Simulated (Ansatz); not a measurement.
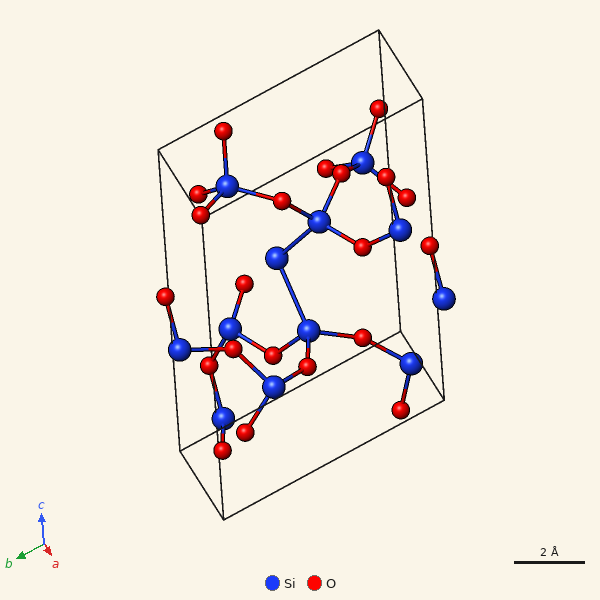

Shown here is a ball-and-stick view of the crystal, taken from a general direction. The supercell is drawn as a box. The host is SiO₂, in a cell of 24 sites, and the cell carries a charge of -1.

Question: Name the defect and give its surroundings.

Answer: Silicon on an oxygen site (an antisite). It is bonded to two Si in a bent arrangement at about 2.3 Å.

Calculation details: Ansatz, DFT PBE, scalar-relativistic, plane waves, PAW; a cutoff energy of 420 eV, k-mesh 2×2×2, Gaussian smearing of 0.01 eV, collinear spins.

Question: Is the defect spin-polarised?

Answer: Yes, 1.0 μB in the cell.

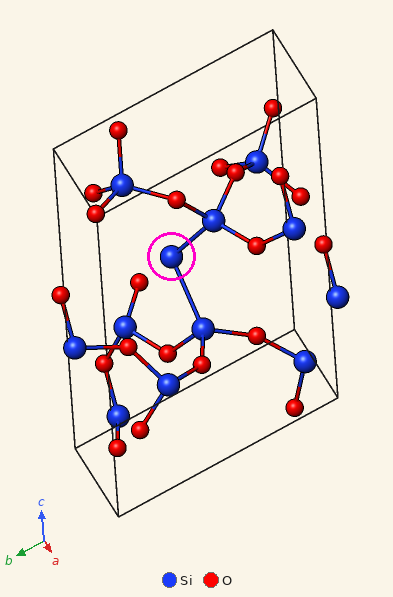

The same cell with a ring at the defect's site.

The atoms were relaxed in the host's cell with DFT PBE, scalar-relativistic, plane waves, PAW in Ansatz.
